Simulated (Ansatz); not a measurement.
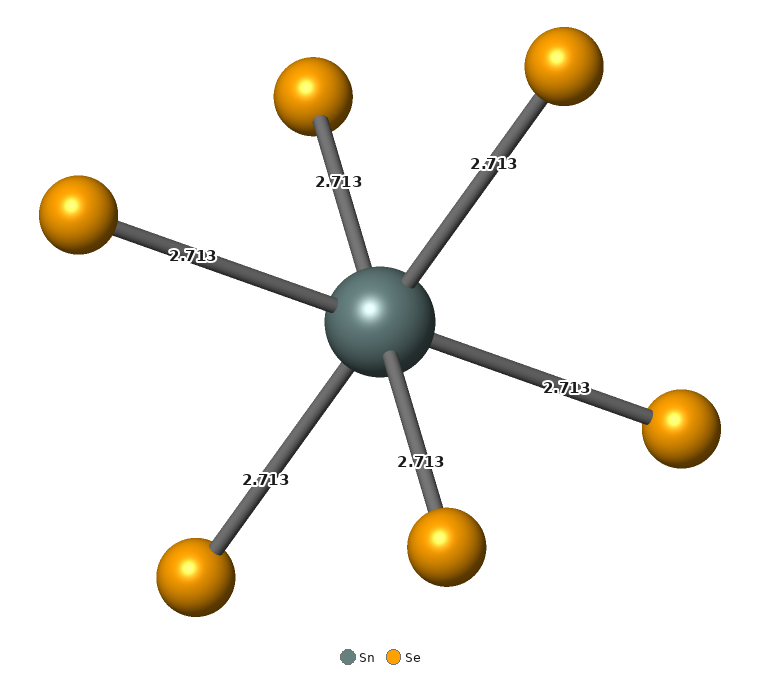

The surroundings of site Sn1 (at 0.000, 0.000, 0.000) in SnSe₂ (P-3m1), with bond lengths in Å.

The cell is taken from a calculation's input that goes back to an entry of the Crystallography Open Database (an earlier step may have relaxed or displaced it).

```
CELL_PARAMETERS angstrom
3.82516 0.00000 0.00000
-1.91258 3.31269 0.00000
0.00000 0.00000 6.22706
ATOMIC_POSITIONS crystal
Sn 0.00000 0.00000 0.00000
Se 0.33333 0.66667 0.25308
Se 0.66667 0.33333 0.74692
```

Bond valence s = exp((R0 − d)/b), R0 fitted to published crystal structures with b = 0.37 Å; R0 in Å: Sn4+–Se 2.522.

Calculate the bond-valence sum of Sn1 from the bonds drawn.

6 × 0.597 = 3.58 v.u., against a formal valence of 4: underbonded (bonds long for this ion) by 0.42.

And over the whole structure?

| site | x, y, z | formal valence | bond-valence sum | difference |
| --- | --- | --- | --- | --- |
| Sn1 | 0.000, 0.000, 0.000 | +4 | 3.60 | -0.40 |
| Se1 | 0.333, 0.667, 0.253 | −2 | 1.80 | -0.20 |

These sums include all anions within 5 Å. The global instability index (root mean square of the differences over all atoms) is 0.28 v.u.: above 0.2, which by the usual rule of thumb marks a strained structure. The cell was not relaxed for this table, and a volume that is off by a few per cent shifts all sums together.
